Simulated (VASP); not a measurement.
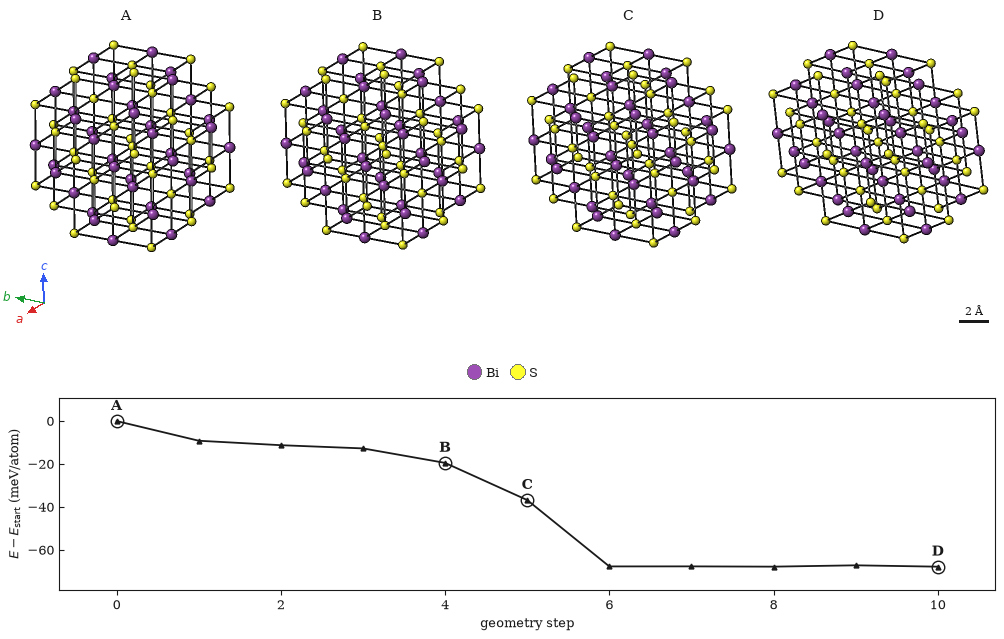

Frames of a relaxation of crystalline BiS (a generated structure, set up in R-3m), marked on the history of the run. A ball-and-stick model of the conventional cell (4 times the calculation's cell), seen from a free direction. Lengths and directions refer to the drawn axes.

The run lets cell and atoms move.

These are results of VASP, Kohn-Sham DFT of a periodic cell, SCAN, VASP PAW PBE potentials, recommended, not measurements.

Input
```
SYSTEM = BiS
ALGO = Normal
EDIFF = 1E-7
EDIFFG = -0.01
ENCUT = 600
IBRION = 2
ISIF = 3
ISMEAR = -1
LASPH = .True.
LCHARG = .False.
LMIXTAU = .True.
LREAL = .False.
LWAVE = .False.
METAGGA = SCAN
NELM = 80
NSW = 40
PREC = Accurate
SIGMA = 0.05
```

Command:
```bash
cat potpaw_PBE.64/Bi_d/POTCAR potpaw_PBE.64/S/POTCAR > POTCAR
mpirun -np 1 vasp_std > vasp.out
```

> What happens along the run?

After 10 geometry steps the energy has fallen by 67.8 meV per atom. All forces vanish by symmetry, so only the cell relaxes. Pressure: −2.72 GPa at the start and 0.01 GPa at the end. No atom moves by more than 0.005 Å relative to the cell. Cell: a = b = c 5.998 → 5.903 Å (−1.6 %), α 89.4° → 80.5°, β 89.4° → 80.5°, γ 89.4° → 80.5°. Volume −8.2 %. Among the contacts that change: Bi–S 2.999 → 2.951 Å. Bond angles that change, for instance: S–Bi–S 89.4° → 80.5°, S–Bi–S 90.6° → 99.5°, Bi–S–Bi 90.6° → 99.5°. The space group stays R-3m (No. 166). From step 0 to 4: volume −5.1 %, energy −19.5 meV per atom. From step 4 to 5: volume −0.9 %, energy −17.3 meV per atom. From step 5 to 10: volume −2.4 %, energy −31.0 meV per atom.

```tsv
step	E − E(0), meV/atom	pressure, GPa	volume, Å³/atom
0	0.00	-2.72	26.975
1	-9.16	1.45	25.226
2	-11.24	0.09	25.728
3	-12.73	0.11	25.700
4	-19.48	0.12	25.607
5	-36.78	0.19	25.380
6	-67.67	0.10	24.776
7	-67.64	0.12	24.689
8	-67.77	0.11	24.731
9	-67.15	-0.74	25.028
10	-67.78	0.01	24.765
```
